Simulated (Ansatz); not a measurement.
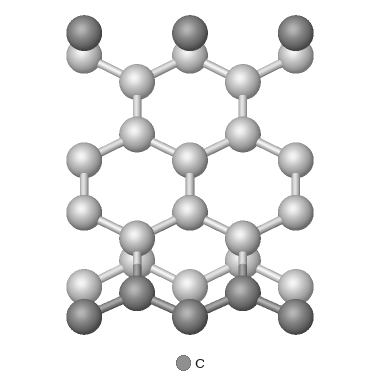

The system is CO on a C(101) slab cut from the C2/m phase, its upper half relaxed before the scan (20 atoms of substrate and one adsorbate in a 2 × 1 cell); the picture shows it without the atoms that are moved over the map. 
- CO (O end down) is moved over the surface cell at a fixed height above a rigid substrate; the origin of the map has the adsorbate above C19; the height is held at 3.20 Å.
- Places are given modulo a cell vector. The map is drawn in real space over the plane of the surface.
- The scan uses a 4 × 4 grid; 12 points were computed and 4 follow by symmetry.
- Places are given in fractions of the 1 × 1 surface cell.
- Energies: meV, counted from the lowest grid point.
- At a fixed height the lowest place need not be the adsorption site.
- Method: DFT PBE+D3(BJ), scalar-relativistic, plane waves, PAW (Ansatz 0.2.0). Settings: cutoff 420 eV, k-mesh 6×4×1, gaussian smearing 0.05 eV, no spin polarisation.

Range: position of O21 along the first surface vector from 0.00 to 0.75; position of O21 along the second surface vector from 0.00 to 0.75.

Question: What will the energy surface look like?

Answer: The lowest grid point is at (0/4, 1/4) of the cell vectors. The highest grid point, (0/4, 3/4) of the cell vectors, lies 12.5 meV above the lowest.

```tsv
second ↓, first →	0/4	1/4	2/4	3/4
3/4	12.5	11.2	10.0	11.2
2/4	11.9	12.0	12.0	12.0
1/4	0.0	0.2	0.4	0.2
0/4	11.1	8.0	4.9	8.0
```

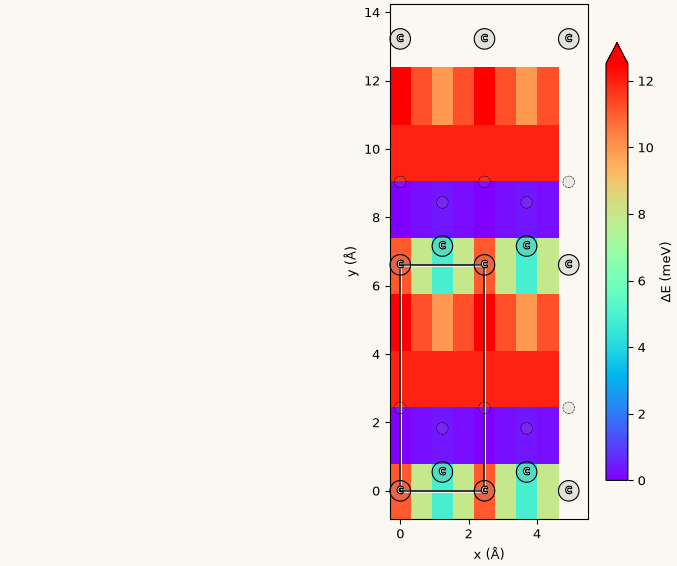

The picture shows one coloured cell a grid point, labelled circles for the atoms of the top layer and small ones for the second layer, the outline of one cell of the 2 × 2 shown, one colour for all values above the top of the scale.

Time for the 12 points that were run: 22 min on 2 threads of Arm Neoverse N1 (shared host).

PAW datasets: the set soft_1.
